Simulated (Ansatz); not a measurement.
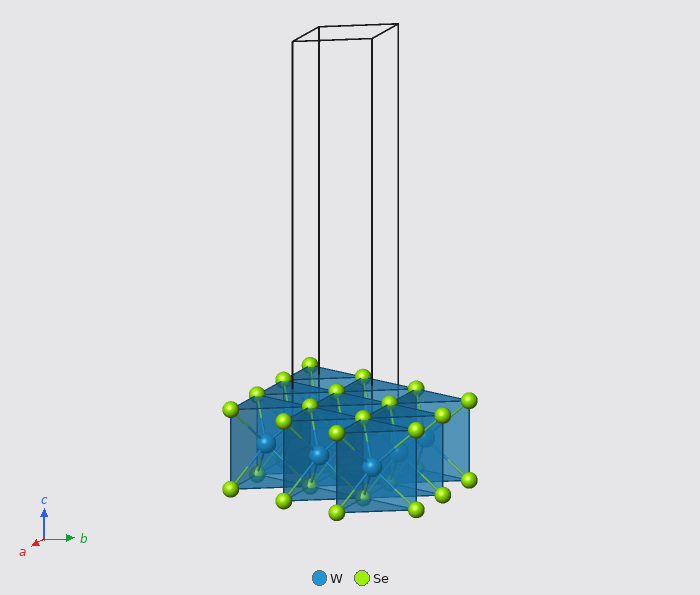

Polyhedra are drawn about W (bonds: Se–W below 2.9 Å); other atoms are plain spheres.

The compound is WSe2 (space group P-6m2, No. 187), taken as the end point of a relaxation at fixed volume with DFT r2SCAN, scalar-relativistic, plane waves, PAW in Ansatz 0.2.0.

Sharing among the drawn polyhedra:

| site | polyhedron | corner-sharing neighbours | edge-sharing | face-sharing | bond (Å) |
| --- | --- | --- | --- | --- | --- |
| W | WSe6 trigonal prism | 0 | 6 | 0 | 2.53 |

They form layers of edge-sharing trigonal prisms parallel to (001).
